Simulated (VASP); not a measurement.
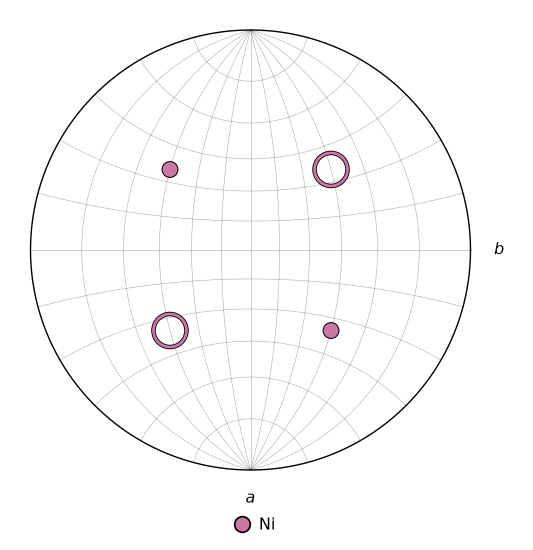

For Si₂Ni, the geometry relaxed with VASP Kohn-Sham DFT of a periodic cell, LDA, VASP PAW LDA potentials, recommended (VASP): directions from one silicon atom at (1/4, 1/4, 3/4) to its bonded neighbours, in stereographic projection down c (filled: above the plane of the page or in it, open: below). The drawing is computed from the coordinates (standard cell, symmetry found to 0.002 Å).

Neighbours are counted up to 2.87 Å for Ni.

```
CELL_PARAMETERS angstrom
5.34862 0.00000 0.00000
0.00000 5.34862 0.00000
0.00000 0.00000 5.34862
ATOMIC_POSITIONS crystal
Ni 0.00000 0.00000 0.00000
Si 0.25000 0.25000 0.75000
Si 0.25000 0.75000 0.75000
Ni 0.00000 0.50000 0.50000
Si 0.25000 0.75000 0.25000
Si 0.25000 0.25000 0.25000
Ni 0.50000 0.00000 0.50000
Si 0.75000 0.25000 0.25000
Si 0.75000 0.75000 0.25000
Ni 0.50000 0.50000 0.00000
Si 0.75000 0.75000 0.75000
Si 0.75000 0.25000 0.75000
```

Q: How many neighbours are there, and at what angles?

A: 4: 4 Ni at 2.32 Å. Angles between bonds: 109° (6×).

Q: What is the site's symmetry in the crystal?

A: Point group -43m (Td), order 24: three −4 axes, four threefold axes, six mirror planes. In Fm-3m, No. 225 this is Wyckoff position 8c.
